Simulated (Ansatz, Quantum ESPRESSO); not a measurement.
# Evanescent states of LiF, rock salt type, lattice constant set to 4.07 Å, part 3 of 3

Wanted: the complex band structure of LiF, rock salt type, lattice constant set to 4.07 Å, as for a tunnel barrier.

Quantum ESPRESSO 7.5; plane-wave DFT, PBE, GBRV ultrasoft pseudopotentials; cross-check by Ansatz 0.2.0 with PAW datasets.

So far. Step 2 (Self-consistent run): The run needed 9 iterations to bring the estimated error under 1e-09 Ry.

The structure was built from a prototype and need not be the compound's stable phase.

## (4) Complex bands with pwcond.x, with ewind = 6.0 and epsproj = 1e-07

Level of this step: complex band structure by pwcond; plane-wave DFT, PBE, GBRV ultrasoft pseudopotentials (Quantum ESPRESSO).

How much does a setting matter? One run is repeated with a change.

Input file cbs.w.in:

```
&inputcond
  outdir = './out'
  prefixl = 'scf'
  band_file = 'cbs.w'
  ikind = 0
  ewind = 6.0
  epsproj = 1e-07
  nz1 = 7
  energy0 = 8.96
  denergy = -0.28
/
4
  0.00000000 0.00000000 1.00000000
  0.50000000 0.00000000 1.00000000
  0.50000000 0.50000000 1.00000000
  0.25000000 0.00000000 1.00000000
40
```

Run with:

```bash
$ OMP_NUM_THREADS=1 mpirun -n 2 pwcond.x -in cbs.w.in > cbs.w.out
```

Numbers of over 12 decimals in the logs are rounded to 6 here.

The log of the run:

```text
[banner, memory and clock lines left out]
Program PWCOND v.7.5 starts
[citation notice left out]

[...]
./out/scf.save/

     IMPORTANT: XC functional enforced from input :
     Exchange-correlation= PBE
                           (   1   4   3   4   0   0   0)
     Any further DFT definition will be discarded
     Please, verify this is what you really want

     Reading collected, re-writing distributed wavefunctions

===== INPUT FILE containing the left lead =====

     GEOMETRY:

     lattice parameter (alat)  =       5.4385  a.u.
     the volume                =     227.4835 (a.u.)^3
     the cross section         =      29.5772 (a.u.)^2
     l of the unit cell        =       1.4142 (alat)
     number of atoms/cell      =            4
     number of atomic types    =            2

     crystal axes: (cart. coord. in units of alat)
               a(1) = (  1.0000  0.0000  0.0000 )
               a(2) = (  0.0000  1.0000  0.0000 )
               a(3) = (  0.0000  0.0000  1.4142 )

   Cartesian axes

     site n.     atom                  positions (alat units)
          1        Li     tau(  1)=(  0.0000  0.0000  1.4142  )
          2        F      tau(  2)=(  0.5000  0.5000  1.4142  )
          3        Li     tau(  3)=(  0.5000  0.5000  0.7071  )
          4        F      tau(  4)=(  0.0000  0.0000  0.7071  )

     nr1s                      =           24
     nr2s                      =           24
     nr3s                      =           32
     nr1sx                     =           24
     nr2sx                     =           24
     nr3sx                     =           32
     nr1                       =           25
     nr2                       =           25
     nr3                       =           36
     nr1x                      =           25
     nr2x                      =           25
     nr3x                      =           36

 _______________________________
  Radii of nonlocal spheres:

     type       ibeta     ang. mom.          radius (alat units)
       Li         1         0                    0.3707
       Li         2         0                    0.3707
       Li         3         0                    0.3707
       Li         4         1                    0.3707
       Li         5         1                    0.3707
       F          1         0                    0.2596
       F          2         0                    0.2596
       F          3         1                    0.2596
       F          4         1                    0.2596
----- General information -----

----- Complex band structure calculation -----

     nrx                       =           24
     nry                       =           24
     nz1                       =            7

     energy0               =         9.0E+00
     denergy               =        -2.8E-01
     nenergy               =         40
     ecut2d                =         4.0E+01
     ewind                 =         6.0E+00
     epsproj               =         1.0E-07

     number of k_|| points=    4
                       cryst. coord.
        k(    1) = (   0.0000000   0.0000000), wk =   0.2500000
        k(    2) = (   0.5000000   0.0000000), wk =   0.2500000
        k(    3) = (   0.5000000   0.5000000), wk =   0.2500000
        k(    4) = (   0.2500000   0.0000000), wk =   0.2500000
----- Information about left lead -----

     nocros                   =           17
     noins                    =           17
     norb                     =           51
     norbf                    =           51
     nrz                      =           32

      iorb      type   ibeta   ang. mom.   m       position (alat)
        1        1       1        0        1   taunew(   1)=(  0.0000  0.0000  0.0000)
        2        1       2        0        1   taunew(   2)=(  0.0000  0.0000  0.0000)
[...]
51        2       4        1        3   taunew(  51)=(  0.5000  0.5000  1.4142)
    k slab    z(k)  z(k+1)     crossing(iorb=1,norb)
    1   0.0000 0.0442 0.0442   111111111111111110000000000000000000000000000000000
    2   0.0442 0.0884 0.0442   111111111111111110000000000000000000000000000000000
[...]
32   1.3700 1.4142 0.0442   000000000000000000000000000000000011111111111111111
 ngper, shell number =           97          16
 ngper, n2d =           97          96
---  E-Ef =    8.9600000  k =    0.0000000   0.0000000
---  ie =          1  ik =          1
 Nchannels of the left tip =            1
 Right moving states:
   k1(2pi/a)   k2(2pi/a)   E-Ef (eV)
   0.1261719   0.0000000   8.9600000
 Left moving states:
   k1(2pi/a)   k2(2pi/a)   E-Ef (eV)
  -0.1261717   0.0000000   8.9600000

---  E-Ef =    8.6800000  k =    0.0000000   0.0000000
---  ie =          2  ik =          1
 Nchannels of the left tip =            0
 Right moving states:
   k1(2pi/a)   k2(2pi/a)   E-Ef (eV)
 Left moving states:
   k1(2pi/a)   k2(2pi/a)   E-Ef (eV)
[... further energies and points left out ...]
---  E-Ef =   -1.6800000  k =    0.2500000   0.0000000
---  ie =         39  ik =          4
 Nchannels of the left tip =            1
 Right moving states:
   k1(2pi/a)   k2(2pi/a)   E-Ef (eV)
  -0.3981154   0.0000000  -1.6800000
 Left moving states:
   k1(2pi/a)   k2(2pi/a)   E-Ef (eV)
   0.3981155   0.0000000  -1.6800000

---  E-Ef =   -1.9600000  k =    0.2500000   0.0000000
---  ie =         40  ik =          4
 Nchannels of the left tip =            1
 Right moving states:
   k1(2pi/a)   k2(2pi/a)   E-Ef (eV)
   0.4673016  -0.0000000  -1.9600000
 Left moving states:
   k1(2pi/a)   k2(2pi/a)   E-Ef (eV)
  -0.4673015   0.0000000  -1.9600000

[...]
```

Wall time 60 s (2 MPI ranks of Arm Neoverse V1, shared host); peak memory 0.11 GiB; 2 min of CPU time.

Beside the run it was changed from:

```csv
quantity,this run,unchanged run,difference
peak of the smallest κ at the zone centre (Å⁻¹),0.882,0.882,0
wall time (s),60,25,
```

The physical values in this table stay within 0.05 %.

## (5) Complex bands with pwcond.x, with kind = 1

One more run, with a changed input.

Input file cbs.bad.in:

```
&inputcond
  outdir = './out'
  prefixl = 'scf'
  band_file = 'cbs.bad'
  ikind = 0
  ewind = 4.0
  epsproj = 1e-05
  nz1 = 7
  kind = 1
  energy0 = 8.96
  denergy = -0.28
/
4
  0.00000000 0.00000000 1.00000000
  0.50000000 0.00000000 1.00000000
  0.50000000 0.50000000 1.00000000
  0.25000000 0.00000000 1.00000000
40
```

Run with:

```bash
$ OMP_NUM_THREADS=1 mpirun -n 2 pwcond.x -in cbs.bad.in > cbs.bad.out
```

The log of the run:

```text
[banner, memory and clock lines left out]
Program PWCOND v.7.5 starts

          URL

 %%%%%%%%%%%%%%%%%%%%%%%%%%%%%%%%%%%%%%%%%%%%%%%%%%%%%%%%%%%%%%%%%%%%%%%%%%%%%%
     Error in routine do_cond (5010):
     reading inputcond namelist
 %%%%%%%%%%%%%%%%%%%%%%%%%%%%%%%%%%%%%%%%%%%%%%%%%%%%%%%%%%%%%%%%%%%%%%%%%%%%%%

     stopping ...
[the rest left out]
```

Elapsed: 0.49 s, on 2 MPI ranks; peak memory 0.09 GiB.

The input was rejected at the start.

A key was misspelt on purpose.

The message: “do_cond (5010): reading inputcond namelist”. The namelist reader stops at a key that the namelist doesn't hold; the line has to be put right or, where the proper key already stands in the input, deleted.

## (6) Cross-check with Ansatz

As a check, the same structure is run in Ansatz.

Level of this step: plane-wave DFT, PBE, Ansatz PAW (Ansatz 0.2.0).

Input file input.yaml:

```yaml
crystal:
  lattice:
    - [2.8779245994, 0.0, 0.0]
    - [0.0, 2.8779245994, 0.0]
    - [0.0, 0.0, 4.07]
  atoms:
    - { symbol: Li, position: [0.0, 0.0, 0.0] }
    - { symbol: F, position: [0.5, 0.5, 0.0] }
    - { symbol: Li, position: [0.5, 0.5, 0.5] }
    - { symbol: F, position: [0.0, 0.0, 0.5] }
kpoints:
  mp_grid: { grid: [8, 8, 6] }
hamiltonian:
  xc: pbe
scf:
  occupations: { method: fixed }
  convergence: { dr2_threshold: 1.0e-09 }
output:
  transmission:
    leads: [[0, 0]]
    kpoints: [[0, 0], [0.5, 0], [0.5, 0.5], [0.25, 0]]
    e_range: [-1.96, 8.96]
    de: 0.28
```

Run with:

```bash
$ ansatz run input.yaml --threads 2 --pin off --max-ram 4096MiB --backend cpu --events-out ev --progress --plain --runs-dir out
```

The log of the run:

```text
Engine: ansatz 0.2.0, aarch64-unknown-linux-gnu
Pseudopotentials: kind: paw
Pseudopotential: Li, paw, valence charge 3, recommended cutoff 420 eV (normal), Li.paw.azcp
Pseudopotential: F, paw, valence charge 7, recommended cutoff 420 eV (normal), F.paw.azcp
Functional definition: PBE
  parameter kappa = 0.804
  parameter beta = 0.066725
  exchange = pbe_x(kappa = kappa, mu = beta*pi^2/3)
  correlation = pbe_c(beta = beta)
Crystal: 4 atoms, lattice volume = 33.710 Å³
Basis set: ecut = 420 eV, 673 PW (Γ)
Bands: 14, of which v1, the nominal top of the filled ones, is band 10 counted from 1 (9 counted from 0)
Symmetry: 32 space group operations
Space group: Fm-3m (ITA 225), of the structure as read, at distance tolerance 3.2e-5 Å
k-points: 60 of 384
Non-local potential: Li, projectors of the file, l = 0: 3, l = 1: 2, l = 2: 1
Non-local potential: F, projectors of the file, l = 0: 2, l = 1: 2, l = 2: 1
PAW form: soft (Blöchl's): semilocal exchange-correlation on the pseudo side does not see the compensation charge
PAW one-centre angular grid: Li, 110 points (default); XC on 64 Gauss nodes
PAW one-centre angular grid: F, 110 points (default); XC on 64 Gauss nodes
Initial density: superposition of atomic densities (neutral atoms: chi_scale 0, normalization atom), corrected by the library's trained network
Initial wavefunctions: pseudopotential atomic-orbital guess
Functional: x = pbe(κ = 0.804, μ = 0.219515), c = pbe(β = 0.066725)
SCF iter   1: F=—  HF=-2032.341082 eV  |F-HF|=—  |Δ(HF+E_count)|=         —  Δρ=4.52e-4  dr2=8.01e-6  ethr=1.77e-3  ⟨swp⟩=3.9  Hψ=3779  notcnv=0  defer=86
preconditioner: auto → none  [insulator: Δε(μ)=8.808 eV  Ē_g=19.816 eV  n_scr=6 (ndim 8)  ℏωp=25.6 eV  f_vac=0.000  ε∞_Penn≈2.7]
SCF iter   2: F=—  HF=-2032.341033 eV  |F-HF|=—  |Δ(HF+E_count)|=   4.85e-5  Δρ=2.89e-4  dr2=9.14e-6  ethr=4.00e-8  ⟨swp⟩=2.0  Hψ=2042  notcnv=0  defer=118
SCF iter   3: F=—  HF=-2032.341105 eV  |F-HF|=—  |Δ(HF+E_count)|=   7.16e-5  Δρ=1.97e-4  dr2=5.97e-6  ethr=4.00e-8  ⟨swp⟩=2.0  Hψ=1442  notcnv=0  defer=118
SCF iter   4: F=—  HF=-2032.341112 eV  |F-HF|=—  |Δ(HF+E_count)|=   6.74e-6  Δρ=7.24e-5  dr2=1.06e-6  ethr=2.99e-8  ⟨swp⟩=2.0  Hψ=1200  notcnv=0
SCF iter   5: F=—  HF=-2032.341113 eV  |F-HF|=—  |Δ(HF+E_count)|=   1.57e-6  Δρ=7.85e-6  dr2=1.84e-8  ethr=5.32e-9  ⟨swp⟩=2.0  Hψ=1208  notcnv=0
SCF iter   6: F=-2032.341113 eV  HF=-2032.341113 eV  |F-HF|=4.36e-10  |Δ(HF+E_count)|=   1.39e-8  Δρ=1.56e-6  dr2=6.02e-10  ethr=5.00e-12  ⟨swp⟩=2.1  Hψ=3232  notcnv=0
SCF 1 converged in 6 iterations: F = -2032.341113 eV  dr2 = 6.02e-10
  greatest PAW one-centre occupation: 1.000 electrons in one spin orbital (limit 2), on the Li atom at site 2 (counted from 0), in its partial waves of l = 0
transmission: 6 of 24 steps passed
transmission: 12 of 24 steps passed
transmission: 18 of 24 steps passed
transmission: 24 of 24 steps passed
SCF converged after 6 iterations
Free energy (F): -2032.341113 eV
Harris-Foulkes:  -2032.341113 eV  (|F-HF|=4.36e-10)
Internal energy: -2032.341113 eV  (E = F + TS)
E sigma→0 (E₀):  -2032.341113 eV
Fermi energy:    0.752949 eV
--- Per-component energies (eV) ---
  E_band       = -239.824753
  E_kinetic    = 460.422053
  E_local      = -1299.805894  (includes V_loc(G=0)·N_el)
  E_nonlocal   = 80.633356
  E_hartree    = 456.127593
  E_xc         = -183.462970
  E_vxc        = -235.313101  (∫ρ·V_xc dr)
  E_paw        = -443.498855  (= ΣΔE_a)
  E_vpaw       = -158.019895  (= ΣTr[D̂ρ^β])
  E_aug_tail   = 0.004476  (compensation charges beyond the density's cutoff)
  E_ewald      = -1102.760873
  E_smearing   = -0.000000  (= −TS)
  E_closure    = 0.000000  (closes the sum)
  Σ components = -2032.341113   (vs F -2032.341113, Δ=0.00e0)
--- Band table (eV; the first three rows and the last of 60) ---
  k-point 0: bands = [... 6 lower, -0.1989, 0.7518, 0.7518, 0.7519, 9.5699, 15.2821, 17.1038, 17.8322]
  k-point 1: bands = [... 6 lower, -0.1372, 0.5741, 0.6860, 0.6860, 9.8577, 14.6274, 17.3520, 18.2607]
  k-point 2: bands = [... 6 lower, 0.0326, 0.0787, 0.5076, 0.5076, 10.6732, 13.3011, 18.0954, 19.0895]
  k-point 59: bands = [... 6 lower, -1.2250, -1.2250, -0.0128, -0.0128, 15.5706, 15.5706, 15.5706, 15.5706]
--- Transmission ---
  basis      : 69 plane waves across, 6 finite elements along
  points     : 4, as listed
  energies   : 40 from -1.960000 to 8.960000 eV about the Fermi level, 0.280000 eV apart; the leads are filled to 4.408454 eV, and channels, transmission and decay are at 4.480000 eV
  crystal 0  : Li2F2, at the sites [0, 0], period 4.0700 Å: whole cells are its period
    offset         : up to 0.0000 Å between an atom of the period and one for which it stands
    channels       : 0.000000e0 a spin
    conductance    : none, the energies end too early or step too widely for 300 K: set another output.transmission.e_range or a lower de, or, where they end at an eighth of basis.ecutwfc, a higher one
    slowest decay  : 0.7256 /Å at (0.5000, 0.0000)
```

Elapsed: 4.5 s, on 2 threads; peak memory 0.29 GiB.

Numbers from this step:

| Property | Result |
| --- | --- |
| free energy | -2032.3411 eV |
| gap by band count | 8.817 eV |
| symmetry operations | 32 |
| slowest decay at the grid energy nearest mid-gap | 0.7256 Å⁻¹ |
| peak of the smallest κ at the zone centre | 0.8855 Å⁻¹ |
| valence top, on the run's zero | 0.7529 eV |

K across = (0, 0) in the cell's reciprocal vectors; values within 0.0025 1/Å of each other count once, columns are sorted by size at each energy, a dash where no further value was kept. Im kz of the slowest decaying states against energy, zero at the highest filled level of the SCF mesh:

```csv
energy (eV),decay 1 (Å⁻¹),decay 2 (Å⁻¹),decay 3 (Å⁻¹)
-1.96,0.917,1.48,-
-1.40,0.647,1.46,-
-0.56,1.43,-,-
0.00,0.0238,0.0368,1.42
0.56,0.441,0.680,1.41
1.12,0.608,0.901,1.42
1.96,0.769,1.11,-
2.52,0.837,1.21,1.48
3.08,0.875,1.30,1.45
3.92,0.882,1.42,1.43
4.48,0.861,1.41,-
5.04,0.827,1.40,-
5.88,0.753,1.38,-
6.44,0.689,1.37,-
7.00,0.612,1.35,-
7.56,0.517,1.34,-
8.40,0.304,1.32,1.45
8.96,1.30,1.40,-
```

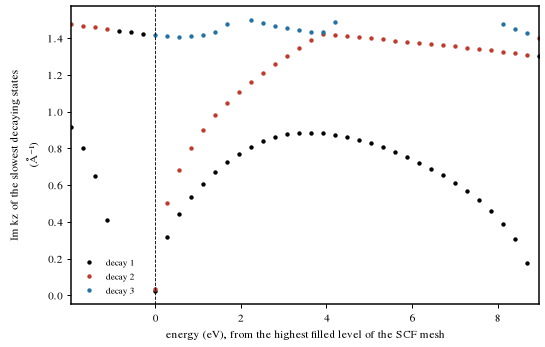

Im kz of the slowest decaying states against energy.

K across = (0, 0) in the cell's reciprocal vectors. Re kz of states that move upwards against energy, zero at the highest filled level of the SCF mesh:

```csv
energy (eV),channel 1 (Å⁻¹),channel 2 (Å⁻¹),channel 3 (Å⁻¹)
-1.96,0.570,-,-
-1.12,-0.682,-,-
-0.28,-0.554,-0.554,-0.323
0.00,-,-,-
0.56,-,-,-
1.40,-,-,-
2.24,-,-,-
3.08,-,-,-
3.92,-,-,-
4.76,-,-,-
5.60,-,-,-
6.44,-,-,-
7.28,-,-,-
8.12,-,-,-
8.96,0.181,-,-
```

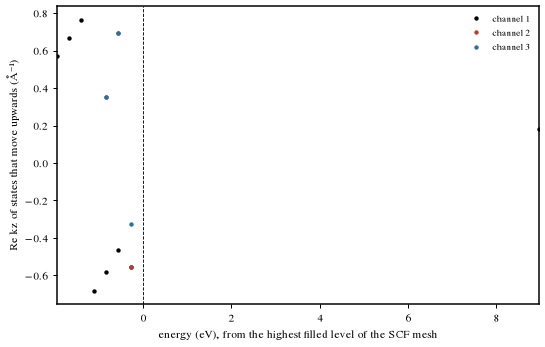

Re kz of states that move upwards, plotted against energy.

K across = (1/2, 0) in the cell's reciprocal vectors; values within 0.0025 1/Å of each other count once, columns are sorted by size at each energy, a dash where no further value was kept. The Im kz of the slowest decaying states by energy, zero at the highest filled level of the SCF mesh:

```
energy (eV)  decay 1 (Å⁻¹)  decay 2 (Å⁻¹)  decay 3 (Å⁻¹)
      -1.96              -              -              -
      -1.12           1.38              -              -
      -0.28          0.646              -              -
       0.00          0.250          0.981              -
       0.56          0.441           1.26              -
       1.40          0.578           1.40              -
       2.24          0.653           1.45              -
       3.08          0.697           1.48              -
       3.92          0.720           1.48           1.49
       4.76          0.726           1.45           1.49
       5.60          0.719           1.42           1.48
       6.44          0.698           1.39           1.46
       7.28          0.662           1.35           1.44
       8.12          0.607           1.32           1.41
       8.96          0.526           1.28           1.38
```

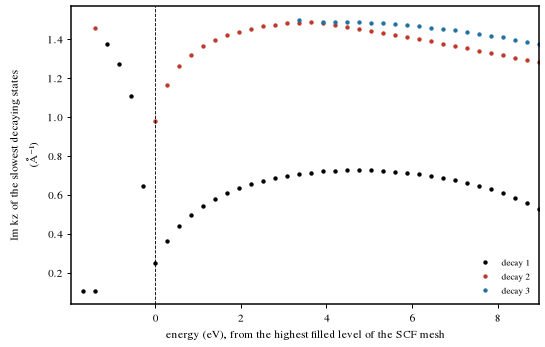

Im kz of the slowest decaying states, plotted against energy.

K across = (1/2, 1/2) in the cell's reciprocal vectors; values within 0.0025 1/Å of each other count once, columns are sorted by size at each energy, a dash where no further value was kept. Table of Im kz of the slowest decaying states by energy, zero at the highest filled level of the SCF mesh:

```csv
energy (eV),decay 1 (Å⁻¹),decay 2 (Å⁻¹)
-1.96,0.801,-
-1.40,0.613,-
-0.56,0.396,0.446
0.00,0.585,0.698
0.56,0.704,0.808
1.12,0.790,0.876
1.96,0.884,0.941
2.52,0.933,0.970
3.08,0.973,0.991
3.92,1.01,1.02
4.48,1.02,1.05
5.04,1.03,1.08
5.88,1.03,1.12
6.44,1.03,1.14
7.00,1.03,1.17
7.56,1.03,1.21
8.40,1.02,1.32
8.96,1.01,1.40
```

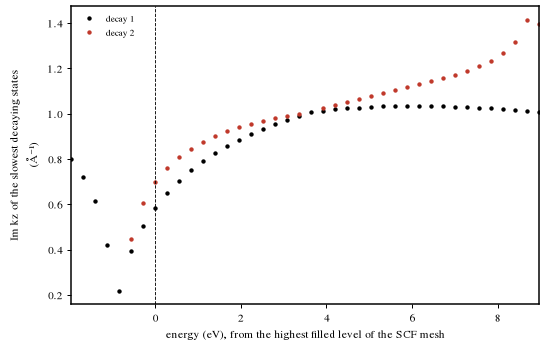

Im kz of the slowest decaying states, plotted against energy.

K across = (1/4, 0) in the cell's reciprocal vectors; values within 0.0025 1/Å of each other count once, columns are sorted by size at each energy, a dash where no further value was kept. The Im kz of the slowest decaying states by energy, zero at the highest filled level of the SCF mesh:

```csv
energy (eV),decay 1 (Å⁻¹),decay 2 (Å⁻¹),decay 3 (Å⁻¹)
-1.96,0.371,1.09,-
-1.12,0.703,-,-
-0.28,-,-,-
0.00,0.141,0.209,-
0.56,0.468,0.826,-
1.40,0.630,1.22,-
2.24,0.717,-,-
3.08,0.767,-,-
3.92,0.796,-,-
4.76,0.809,1.49,-
5.60,0.808,1.47,-
6.44,0.793,1.43,-
7.28,0.765,1.40,-
8.12,0.717,1.37,1.48
8.96,0.638,1.33,1.45
```

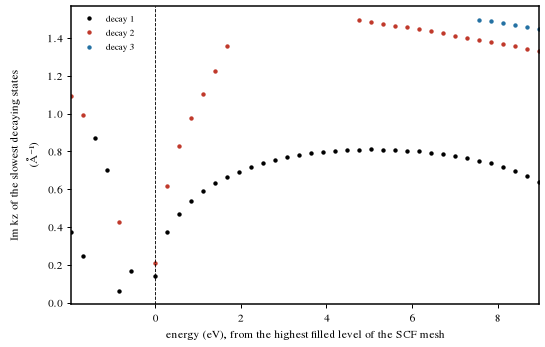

Im kz of the slowest decaying states, plotted against energy.

## (7) A check by hand

T falls as exp(−2κd). With κ = 0.724 1/Å, 10 Å of barrier pass exp(−2 × 0.724 × 10) = 5.1e-7 of that channel, interfaces aside.

## (8) Summary of results

```json
{
 "gap on the SCF mesh": "8.79 eV",
 "smallest κ at mid-gap among the four k points, at (1/2, 0)": "0.724 Å⁻¹",
 "peak of the smallest κ in the stop band at the zone centre": "0.882 Å⁻¹",
 "energy of the peak at the zone centre, over the highest filled level": "3.64 eV",
 "peak at the zone centre by Ansatz": "0.885 Å⁻¹"
}
```

With a gap of 8.79 eV on the mesh, the smallest κ at mid-gap among the four k points, at (1/2, 0) is 0.724 Å⁻¹ (PBE, GBRV ultrasoft). For a barrier with the Fermi level at mid-gap the slowest state found, at (1/2, 0), loses a factor of ten in probability every 1.6 Å or so. Stop bands away from the zone centre are mostly wider than the gap, so their peaks can lie above the conduction bottom. At the zone centre pwcond's peak is 0.882 and Ansatz's 0.885 1/Å, 0 % apart. The cell is the a/√2 one, turned by 45°, with two primitive cells, so X along [001] folds onto kz = 0. A semilocal gap is too small, often by a third to a half and by more in narrow-gap crystals, so real barriers decay faster.

[Logs are printed without paths, hosts, clocks, repeated set-up lines and the standing remarks that a program may print on its own settings, such as how far it seeks lower states.]

[Hosts, paths, dates, database ids (printed as entryN), source tags and the programs' standing remarks are cut or masked in the printed files.]

[Maps of the electrostatic potential energy from Ansatz leave out the sawtooth potential of an applied field or a dipole correction, so their vacuum need not be flat; planar profiles and work functions include it.]
